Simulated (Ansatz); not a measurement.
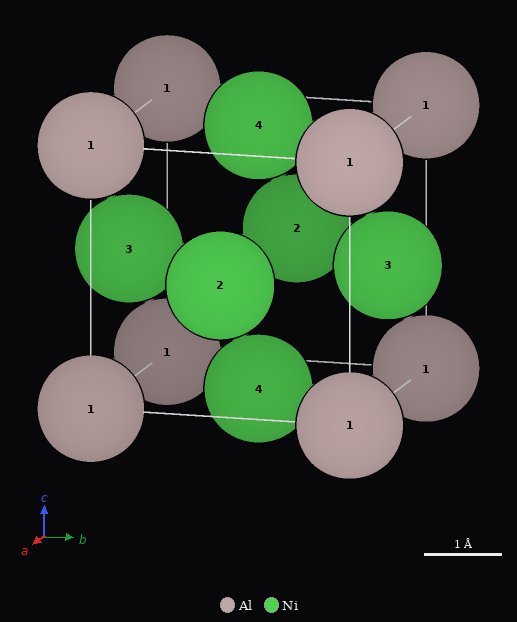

**Figure 1.** The input geometry (spheres-only view of the cell of the calculation, seen slightly off an axis; atoms are numbered from 1 in the order of the input).

# AlNi₃: single-point calculation

AlNi₃ (4 atoms in the cell), computed with DFT PBEsol, scalar-relativistic, plane waves, PAW, spin-polarised (Ansatz 0.2.0).

The structure derives from a Materials Project entry. It belongs to a series of runs on one base structure; here: the same crystal in its conventional cell. Figures and captions count atoms from 1; the log counts them from 0 in places.

Output:
```
Engine: ansatz 0.2.0, x86_64-unknown-linux-gnu
Pseudopotentials: kind: paw
Pseudopotential: Al, paw, valence charge 3, recommended cutoff 420 eV (normal), Al.paw.azcp
Pseudopotential: Ni, paw, valence charge 18, recommended cutoff 420 eV (normal), Ni.paw.azcp
Functional definition: PBEsol
  exchange = pbesol_x
  correlation = pbesol_c
Crystal: 4 atoms, lattice volume = 43.580 Å³
Basis set: ecut = 420 eV, 847 PW (Γ), exchange–correlation on 48×48×48 points (8 copies of the dense FFT grid, shifted against one another)
Bands: 35, of which v1, the nominal top of the filled ones, is band 29 counted from 1 (28 counted from 0)
Symmetry: 48 space group operations
Space group: Pm-3m (ITA 221), of the structure as read, at distance tolerance 3.5e-5 Å
Magnetic group: BNS 221.92 (UNI 1594), of the structure as read, at distance tolerance 3.5e-5 Å
k-points: 120 of 2744
Non-local potential: Al, projectors of the file, l = 0: 2, l = 1: 2, l = 2: 1
Non-local potential: Ni, projectors of the file, l = 0: 3, l = 1: 2, l = 2: 3, l = 3: 1
PAW form: soft (Blöchl's): semilocal exchange-correlation on the pseudo side does not see the compensation charge
PAW frozen core: Al, regenerated for the run's functional, and the local potential with it (the file was generated under x = pbe(κ = 0.804, μ = 0.2195149727645171), c = pbe(β = 0.06672455060314922))
PAW frozen core: Ni, regenerated for the run's functional, and the local potential with it (the file was generated under x = pbe(κ = 0.804, μ = 0.2195149727645171), c = pbe(β = 0.06672455060314922))
PAW one-centre angular grid: Al, 110 points (default); XC on 64 Gauss nodes
PAW one-centre angular grid: Ni, 590 points (default); XC on 64 Gauss nodes
Initial density: superposition of atomic densities (chi_scale 0.1, normalization cell)
Starting moments: Σ|m| = 0.84 μB on 3 of 4 sites
Initial wavefunctions: pseudopotential atomic-orbital guess
Functional: x = pbesol(κ = 0.804, μ = 0.12345679012345678), c = pbesol(β = 0.046)
SCF iter   1: F=—  HF=-17938.756700 eV  |F-HF|=—  |Δ(HF+E_count)|=         —  Δρ=5.97e-2 (↑5.97e-2 ↓5.21e-2)  dr2=2.94e0  dr2_m=2.70e-2  M=0.531 μB ∫|m|=0.640 μB  β_m=0.30  ethr=3.10e-3  ⟨swp⟩=5.1  Hψ=27815  notcnv=0
Mixer restart at iter 1: flushing history
preconditioner: auto → Kerker (q_TF=auto, 2.853 Å⁻¹)  [metal: Δε(μ)=0.002 eV  Ē_g=7.184 eV  σ=0.100 eV  W_gap=0.01  n_scr=18 (ndim 8)  ℏωp=32.3 eV  f_vac=0.000  D(μ)=3.66/eV (n_scr^D=32)]
spin=Collinear: Kerker preconditioning applied to the charge; magnetization (m = ρ↑ − ρ↓) channel mixes plain (no charge-response kernel on spin).
SCF iter   2: F=—  HF=-17937.811152 eV  |F-HF|=—  |Δ(HF+E_count)|=   9.46e-1  Δρ=2.49e-2 (↑2.49e-2 ↓1.89e-2)  dr2=3.62e-1  dr2_m=5.20e-2  M=0.834 μB ∫|m|=0.950 μB  β_m=0.28  ethr=3.10e-3  ⟨swp⟩=2.1  Hψ=14609  notcnv=0  defer=316
SCF iter   3: F=—  HF=-17938.857281 eV  |F-HF|=—  |Δ(HF+E_count)|=    1.05e0  Δρ=2.17e-2 (↑2.17e-2 ↓1.49e-2)  dr2=3.55e-1  dr2_m=3.36e-2  M=0.833 μB ∫|m|=0.961 μB  β_m=0.55  ethr=6.34e-4  ⟨swp⟩=2.8  Hψ=13063  notcnv=0  defer=315
SCF iter   4: F=—  HF=-17940.859755 eV  |F-HF|=—  |Δ(HF+E_count)|=    2.00e0  Δρ=2.17e-2 (↑2.08e-2 ↓2.17e-2)  dr2=6.89e-1  dr2_m=8.48e-4  M=0.739 μB ∫|m|=0.888 μB  β_m=0.82  ethr=6.22e-4  ⟨swp⟩=2.4  Hψ=13370  notcnv=0  defer=315
SCF iter   5: F=—  HF=-17941.237281 eV  |F-HF|=—  |Δ(HF+E_count)|=   3.78e-1  Δρ=1.08e-2 (↑1.08e-2 ↓3.72e-3)  dr2=1.01e-1  dr2_m=1.13e-2  M=0.673 μB ∫|m|=0.810 μB  β_m=0.78  ethr=6.22e-4  ⟨swp⟩=2.7  Hψ=14619  notcnv=0  defer=319
SCF iter   6: F=—  HF=-17941.247694 eV  |F-HF|=—  |Δ(HF+E_count)|=   1.04e-2  Δρ=9.67e-3 (↑2.19e-3 ↓9.67e-3)  dr2=1.90e-2  dr2_m=1.11e-2  M=0.652 μB ∫|m|=0.789 μB  β_m=0.89  ethr=1.76e-4  ⟨swp⟩=2.1  Hψ=13803  notcnv=0  defer=325
SCF iter   7: F=—  HF=-17941.252491 eV  |F-HF|=—  |Δ(HF+E_count)|=   4.80e-3  Δρ=3.14e-3 (↑3.14e-3 ↓2.54e-3)  dr2=8.18e-3  dr2_m=4.75e-5  M=0.697 μB ∫|m|=0.857 μB  β_m=0.95  ethr=3.34e-5  ⟨swp⟩=1.7  Hψ=11750  notcnv=0  defer=323
SCF iter   8: F=—  HF=-17941.252913 eV  |F-HF|=—  |Δ(HF+E_count)|=   4.22e-4  Δρ=1.63e-3 (↑1.63e-3 ↓3.24e-4)  dr2=6.16e-4  dr2_m=3.50e-4  M=0.699 μB ∫|m|=0.862 μB  β_m=0.97  ethr=1.44e-5  ⟨swp⟩=2.2  Hψ=11211  notcnv=0  defer=325
SCF iter   9: F=—  HF=-17941.252947 eV  |F-HF|=—  |Δ(HF+E_count)|=   3.38e-5  Δρ=2.64e-4 (↑2.64e-4 ↓1.38e-4)  dr2=6.26e-6  dr2_m=1.59e-5  M=0.695 μB ∫|m|=0.856 μB  β_m=0.99  ethr=1.08e-6  ⟨swp⟩=2.0  Hψ=11393  notcnv=0  defer=326
SCF iter  10: F=—  HF=-17941.252946 eV  |F-HF|=—  |Δ(HF+E_count)|=   7.74e-7  Δρ=3.34e-5 (↑4.49e-6 ↓3.34e-5)  dr2=4.06e-7  dr2_m=9.03e-8  M=0.694 μB ∫|m|=0.854 μB  β_m=0.99  ethr=1.10e-8  ⟨swp⟩=2.1  Hψ=12456  notcnv=0  defer=326
SCF iter  11: F=—  HF=-17941.252946 eV  |F-HF|=—  |Δ(HF+E_count)|=   3.25e-8  Δρ=2.58e-6 (↑2.58e-6 ↓1.54e-6)  dr2=5.54e-9  dr2_m=1.40e-10  M=0.694 μB ∫|m|=0.854 μB  β_m=1.00  ethr=7.13e-10  ⟨swp⟩=2.0  Hψ=13224  notcnv=0  defer=326
SCF iter  12: F=-17941.252946 eV  HF=-17941.252946 eV  |F-HF|=3.71e-10  |Δ(HF+E_count)|=  1.53e-10  Δρ=8.46e-7 (↑4.76e-7 ↓8.46e-7)  dr2=4.66e-10  dr2_m=1.50e-11  M=0.694 μB ∫|m|=0.854 μB  ethr=9.72e-12  ⟨swp⟩=6.5  Hψ=29915  notcnv=0
SCF 1 converged in 12 iterations: F = -17941.252946 eV  dr2 = 4.66e-10
  greatest PAW one-centre occupation: 1.001 electrons in one spin orbital (limit 2), on the Ni atom at site 1 (counted from 0), in its partial waves of l = 1
```

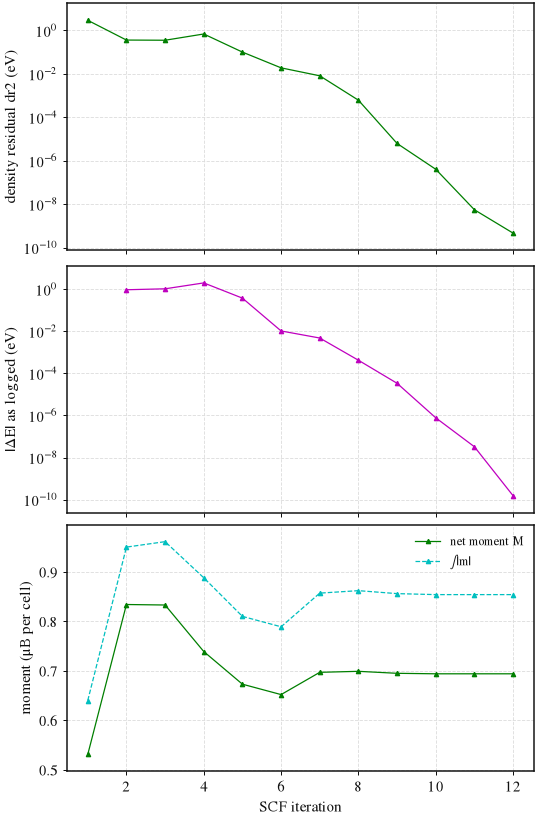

**Figure 2.** Convergence of the self-consistent field: density residual dr2, size of the energy change and magnetic moment against the SCF iteration. The residual falls almost steadily, with no more than small rises. The net moment goes from 0.5 to 0.7 μB per cell.

```
SCF converged after 12 iterations
Magnetization: 0.6938 μB (28.8469 up, 28.1531 down)
Absolute magnetization: 0.8542 μB (∫|ρ↑−ρ↓|, with the PAW one-centre terms)
Spin contamination: 0.0085 ħ² per cell (⟨S²⟩ above its minimum at these occupations)
Per-site moments (μB) at R_I (Å): [(-0.015134024815224106, 1.0264542895675717), (0.25506766657088925, 1.0264542895675717), (0.25506766657088903, 1.0264542895675717), (0.2550676665708897, 1.0264542895675717)]
Free energy (F): -17941.252946 eV
Harris-Foulkes:  -17941.252946 eV  (|F-HF|=3.71e-10)
Internal energy: -17941.235729 eV  (E = F + TS)
E sigma→0 (E₀):  -17941.244337 eV
Entropy (-TS):   -0.017217 eV (-4.304 meV/atom)
Fermi energy:    16.377252 eV
--- Per-component energies (eV) ---
  E_band       = -902.022124
  E_kinetic    = 880.225981
  E_local      = -11850.071509  (includes V_loc(G=0)·N_el)
  E_nonlocal   = 1919.605749
  E_hartree    = 5043.346781
  E_xc         = -296.378452
  E_vxc        = -361.778857  (∫ρ·V_xc dr)
  E_paw        = -5240.952429  (= ΣΔE_a)
  E_vpaw       = -1576.695738  (= ΣTr[D̂ρ^β])
  E_aug_tail   = 0.001585  (compensation charges beyond the density's cutoff)
  E_ewald      = -8397.624441
  E_core_change = 0.611006  (= ΣΔE_core)
  E_smearing   = -0.017217  (= −TS)
  E_closure    = 0.000000  (closes the sum)
  Σ components = -17941.252946   (vs F -17941.252946, Δ=0.00e0)
--- Forces (eV/Å), atoms counted from 1 ---
  atom   1  Al    -0.00000000    -0.00000000    -0.00000000
  atom   2  Ni     0.00000000    -0.00000000    -0.00000000
  atom   3  Ni     0.00000000    -0.00000000    -0.00000000
  atom   4  Ni     0.00000000    -0.00000000     0.00000000
  max |Σ_I F_I| component: 8.07e-29 eV/Å
--- Stress (GPa, compression-positive) ---
        0.014906       0.000000       0.000000
        0.000000       0.014906       0.000000
        0.000000       0.000000       0.014906
  P = ⅓ Tr σ = 0.0149 GPa (0.149 kbar)
--- Band table (eV; the first three rows and the last of 240) ---
  k-point 0 ↑: bands = ["-86.4905", "-86.4561", "-86.4561", "-47.0899", "-47.0899", "-47.0899", "-47.0085", "-47.0085", "-47.0085", "-46.9346", "-46.9346", "-46.9346", "6.1182", "11.8268", "12.5290", "12.5290", "12.9039", "12.9039", "12.9039", "14.9461", "14.9461", "14.9461", "15.8199", "15.8199", "16.1357", "16.3314", "16.3314", "16.3314", "17.1928", "17.1928", "17.1928", "23.0834", "23.0834", "23.9823", "28.8181"]
  k-point 1 ↑: bands = ["-86.4901", "-86.4565", "-86.4561", "-47.0888", "-47.0888", "-47.0882", "-47.0088", "-47.0088", "-47.0086", "-46.9365", "-46.9354", "-46.9354", "6.1823", "11.8481", "12.4914", "12.5704", "12.9151", "12.9151", "12.9193", "14.9086", "14.9086", "14.9291", "15.7815", "15.8208", "16.1114", "16.1503", "16.1503", "16.3314", "16.9270", "17.4565", "17.4565", "23.0769", "23.3114", "24.1792", "28.5268"]
  k-point 2 ↑: bands = ["-86.4890", "-86.4576", "-86.4561", "-47.0857", "-47.0857", "-47.0831", "-47.0097", "-47.0097", "-47.0088", "-46.9422", "-46.9377", "-46.9377", "6.3736", "11.8873", "12.3815", "12.6912", "12.9479", "12.9479", "12.9640", "14.8031", "14.8031", "14.8799", "15.6517", "15.8217", "15.8568", "15.8568", "16.0404", "16.3316", "16.3477", "17.9951", "17.9951", "23.0578", "23.5814", "24.9869", "27.5757"]
  k-point 119 ↓: bands = ["-86.1487", "-86.1487", "-86.1487", "-46.7991", "-46.7991", "-46.7991", "-46.7689", "-46.6680", "-46.6680", "-46.6680", "-46.5747", "-46.5747", "10.6023", "12.4009", "12.4009", "12.4009", "14.1950", "14.1950", "14.1950", "14.4829", "14.4829", "14.4829", "15.2006", "15.2006", "15.2006", "15.4709", "15.4709", "16.0250", "16.4956", "16.4956", "16.4956", "20.1207", "20.7125", "20.7125", "20.7125"]
--- Löwdin populations: 4 sites ---
  site symbol       q [e]    m [muB]
     0     Al      3.5412    -0.0394
     1     Ni     17.6272     0.2525
     2     Ni     17.6272     0.2525
     3     Ni     17.6272     0.2525
  spilling = 0.010125 (of n_electrons = 57.000000)
```

File populations.tsv:
```
# site	symbol	l	j	q_up	q_dn
# orbitals = lowdin
# n_electrons = 57.000000
# spilling = 0.010125
0	Al	0_3S	-	0.576139	0.573867
0	Al	1_3P	-	1.174751	1.216395
1	Ni	0_3S	-	0.993588	0.993683
1	Ni	0_4S	-	0.365972	0.370867
1	Ni	1_3P	-	2.997120	2.997207
1	Ni	2_3D	-	4.583164	4.325634
2	Ni	0_3S	-	0.993588	0.993683
2	Ni	0_4S	-	0.365972	0.370867
2	Ni	1_3P	-	2.997120	2.997207
2	Ni	2_3D	-	4.583164	4.325634
3	Ni	0_3S	-	0.993588	0.993683
3	Ni	0_4S	-	0.365972	0.370867
3	Ni	1_3P	-	2.997120	2.997207
3	Ni	2_3D	-	4.583164	4.325634
```

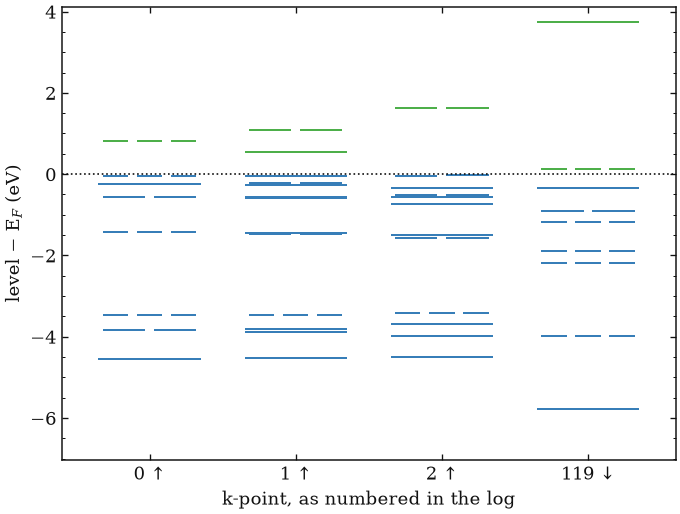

**Figure 3.** Kohn–Sham levels near the Fermi level (dotted) at the few k-points that the log prints; levels within 0.02 eV of each other stand side by side. The system is metallic on the full mesh.

This output came from the following input.

Input:
```yaml
crystal:
  lattice:
    - [3.519092309, 0.0, 0.0]
    - [0.0, 3.519092309, 0.0]
    - [0.0, 0.0, 3.519092309]
  atoms:
    - { symbol: Al, position: [0.0, 0.0, 0.0] }
    - { symbol: Ni, position: [0.0, 0.5, 0.5], spin: 0.28 }
    - { symbol: Ni, position: [0.5, 0.0, 0.5], spin: 0.28 }
    - { symbol: Ni, position: [0.5, 0.5, 0.0], spin: 0.28 }
basis:
  ecutwfc: 420
kpoints:
  mp_grid: { grid: [14, 14, 14] }
hamiltonian:
  xc: pbesol
scf:
  occupations: { method: gaussian, width: 0.1 }
output:
  forces: true
  stress: true
  eigenvalues: true
  populations: true
magnetization:
  spin_polarized: true
```

Command:
```bash
ansatz run input.yaml --threads 1 --pin off --max-ram 2560MiB --backend cpu --events-out ev --progress --plain --runs-dir out
```

Key numbers:

- outcome: converged
- space group (tolerance 0.01 Å): Pm-3m (221)
- electrons treated: 57
- free energy: −17941.2529 eV
- Fermi energy: 16.377 eV
- gap on the k-point mesh: none (metallic)
- net moment of the cell: 0.69 μB
- integrated absolute moment: 0.85 μB
- pressure: 0.01 GPa
- largest force (length of the vector): under 0.001 eV/Å
- hardware: 1 thread of Intel Xeon (Emerald Rapids), 32 GiB of memory available, shared host
- wall time: 14 s
- peak memory: 0.59 GiB
